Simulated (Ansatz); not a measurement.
## A series of single points on Cs

System: Cs (Im-3m, 1 atom in the cell).
Method: Kohn-Sham DFT of a periodic cell, PBEsol-PBE, all-electron LAPW, scalar-relativistic, no spin polarisation (Ansatz 0.2.0).

The 7 runs differ only in the geometry, by an even scaling of the cell at fixed fractional positions. The structure derives from a Materials Project entry.

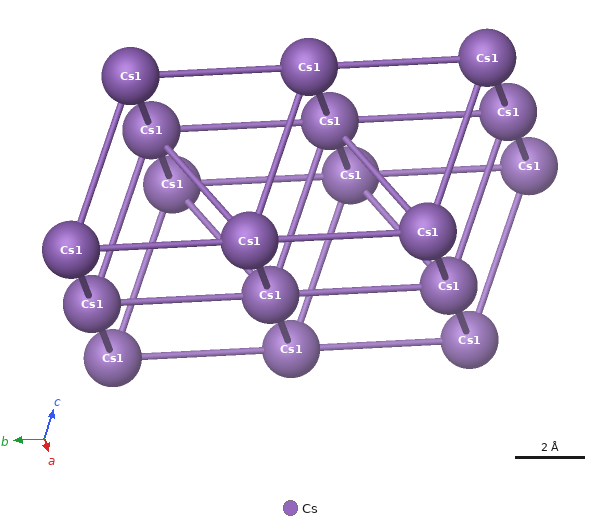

Figure 1. The structure of run 4 (ball-and-stick view of the cell of the calculation, repeated 2 × 2 × 1, seen at an oblique angle; atoms are numbered from 1 in the order of the input).

## Input of run 4
```yaml
crystal:
  lattice:
    - [-3.1284650614, 3.1284650614, 3.1284650614]
    - [3.1284650614, -3.1284650614, 3.1284650614]
    - [3.1284650614, 3.1284650614, -3.1284650614]
  atoms:
    - { symbol: Cs, position: [0.0, 0.0, 0.0] }
kpoints:
  mp_grid: { grid: [6, 6, 6] }
scf:
  occupations: { method: tetrahedron }
hamiltonian:
  xc: { exchange: pbesol, correlation: pbe }
  pseudopotentials: { kind: all_electron, lapw: { basis_error: 0.002 } }
output:
  forces: true
  stress: true
  eigenvalues: true
```

Command:
```bash
ansatz run input.yaml --threads 1 --pin off --max-ram 2560MiB --backend cpu --events-out ev --progress --plain --runs-dir out
```

Run 6 differs from it as follows:
```diff
-    - [-3.1284650614, 3.1284650614, 3.1284650614]
-    - [3.1284650614, -3.1284650614, 3.1284650614]
-    - [3.1284650614, 3.1284650614, -3.1284650614]
+    - [-3.1696337965, 3.1696337965, 3.1696337965]
+    - [3.1696337965, -3.1696337965, 3.1696337965]
+    - [3.1696337965, 3.1696337965, -3.1696337965]
```

## Results, with one run withheld

| run | volume per atom (Å³) | free energy per atom, from the lowest run given (meV) | pressure (GPa) |
| --- | --- | --- | --- |
| 1 | 115.128 | 0.00 | −0.05 |
| 2 | 117.578 | 1.09 | −0.08 |
| 3 | 120.027 | 2.71 | −0.12 |
| 4 | 122.477 | 4.82 | −0.15 |
| 5 | 124.926 | 7.36 | −0.18 |
| 6 | 127.376 | ? | ? |
| 7 | 129.825 | 13.56 | −0.22 |

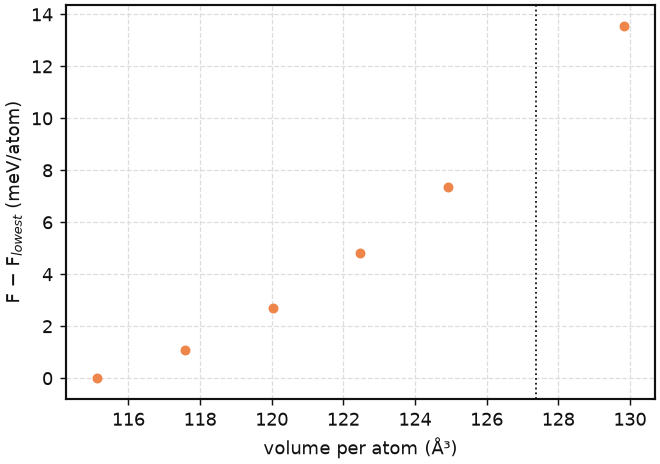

Figure 2. Free energy per atom of the runs given; the dotted line marks run 6.

Fit the runs given and predict run 6.

A cubic polynomial in V^(−2/3) (the Birch–Murnaghan form), fitted to the 6 runs given, misses them by under 0.01 meV per atom. With x = V^(−2/3) − 0.04076 Å⁻², it reads F = 3.9428 − 3941.8 x + 8.7212e+05 x² + 5.297e+05 x³ (meV per atom). At run 6 it gives 10.29 meV per atom, and the run itself gives 10.29. The slope of the fit gives a pressure −dF/dV of −0.20 GPa there, and the run prints −0.20 GPa. The fit has no minimum inside this range.

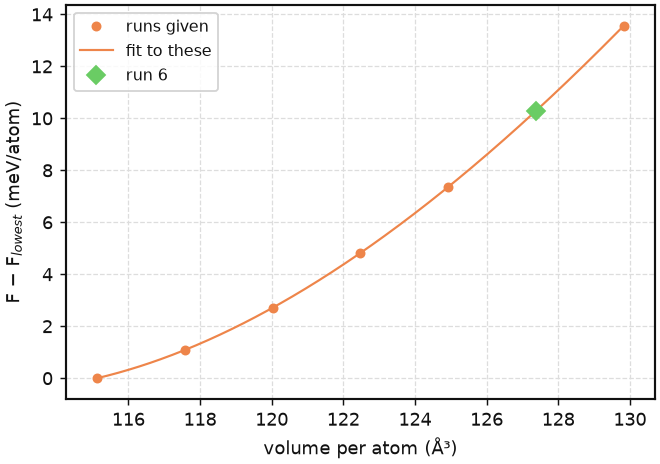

Figure 3. The fit and the withheld run.

## Output, shortened to warnings, some set-up lines, iterations and results (run 6)
```
Warning: output.forces, output.stress, relax.cell or npt_langevin: where a Kohn–Sham band that disperses or a degenerate level is filled in part under the method tetrahedron, the forces or the stress that this run publishes need not agree with its energy (scf.occupations.method in the input reference, under Limitations); prefer a smearing scheme for the forces or the stress
Basis set: ecut = 36.35085396964459 eV, 55 PW (Γ), exchange–correlation at level 2
Symmetry: 48 space group operations
k-points: 16 of 216
Initial density: superposition of atomic densities (chi_scale 0.1, normalization cell)
[...]
SCF iter   1: F=—  HF=-211790.056218 eV  |F-HF|=—  |Δ(HF+E_count)|=         —  Δρ=9.08e-4  dr2=3.03e-3  ethr=1.60e-5  ⟨swp⟩=4.2  Hψ=1564  notcnv=0
SCF iter   2: F=—  HF=-211790.055591 eV  |F-HF|=—  |Δ(HF+E_count)|=   6.27e-4  Δρ=6.73e-4  dr2=1.86e-3  ethr=1.60e-5  ⟨swp⟩=2.0  Hψ=800  notcnv=0
SCF iter   3: F=—  HF=-211790.056000 eV  |F-HF|=—  |Δ(HF+E_count)|=   4.09e-4  Δρ=3.79e-4  dr2=7.11e-4  ethr=9.80e-6  ⟨swp⟩=2.0  Hψ=798  notcnv=0
SCF iter   4: F=—  HF=-211790.056072 eV  |F-HF|=—  |Δ(HF+E_count)|=   7.16e-5  Δρ=2.07e-4  dr2=2.37e-4  ethr=3.74e-6  ⟨swp⟩=2.0  Hψ=795  notcnv=0
SCF iter   5: F=—  HF=-211790.056131 eV  |F-HF|=—  |Δ(HF+E_count)|=   5.94e-5  Δρ=6.69e-5  dr2=2.38e-5  ethr=1.25e-6  ⟨swp⟩=2.0  Hψ=765  notcnv=0
SCF iter   6: F=—  HF=-211790.056134 eV  |F-HF|=—  |Δ(HF+E_count)|=   2.69e-6  Δρ=2.87e-5  dr2=2.50e-6  ethr=1.25e-7  ⟨swp⟩=2.0  Hψ=800  notcnv=0
SCF iter   7: F=-211790.056133 eV  HF=-211790.056133 eV  |F-HF|=1.17e-8  |Δ(HF+E_count)|=   8.95e-7  Δρ=5.71e-6  dr2=9.62e-8  ethr=5.07e-10  ⟨swp⟩=2.2  Hψ=1373  notcnv=0
SCF 1 converged in 7 iterations: F = -211790.056133 eV  dr2 = 9.62e-8
SCF converged after 7 iterations
Stability not checked: this state was not tested for a lower state beside it, because cold or Methfessel-Paxton smearing, or corrected tetrahedra, fill the levels in a way that the test cannot read (fill_not_monotonic; see scf.lower_state_search)
Free energy (F): -211790.056133 eV
Harris-Foulkes:  -211790.056133 eV  (|F-HF|=1.17e-8)
Internal energy: -211790.056222 eV  (E = F + TS)
E sigma→0 (E₀):  -211790.056133 eV
Entropy (-TS):   0.000089 eV (0.089 meV/atom)
Fermi energy:    2.792158 eV
--- Per-component energies (eV) ---
  E_band       = -771.913243
  E_kinetic    = 225139.678362
  E_xc         = -5143.031163
  E_electrostatic = -431786.703421  (all electrons and nuclei)
  E_smearing   = 0.000089  (= −TS)
  E_closure    = 0.000000  (closes the sum)
  E_atoms      = -211789.114752  (free atoms, spherical and without spin; not in F)
  Σ components = -211790.056133   (vs F -211790.056133, Δ=0.00e0)
  Basis errors (estimates in eV, not in F): energy 5.1e-4 per atom: plane waves 5.0e-4 (2.6e-4 summed), levels above the bands 0.0e0, relativity 8.4e-9, radial functions 9.7e-6, core shells 7.0e-10; eigenvalues (radial functions only) 5.7e-6; not estimated: angular momenta, meshes, grids; target …
--- Forces (eV/Å), atoms counted from 1 ---
  atom   1  Cs    -0.00000000    -0.00000000     0.00000000
  max |Σ_I F_I| component: 3.03e-32 eV/Å
--- Stress (GPa, compression-positive) ---
       -0.200170      -0.000000       0.000000
       -0.000000      -0.200170       0.000000
        0.000000       0.000000      -0.200170
  P = ⅓ Tr σ = -0.2002 GPa (-2.002 kbar)
```

Warnings of the run: forces and stress from tetrahedron occupations may miss the slope of the energy.
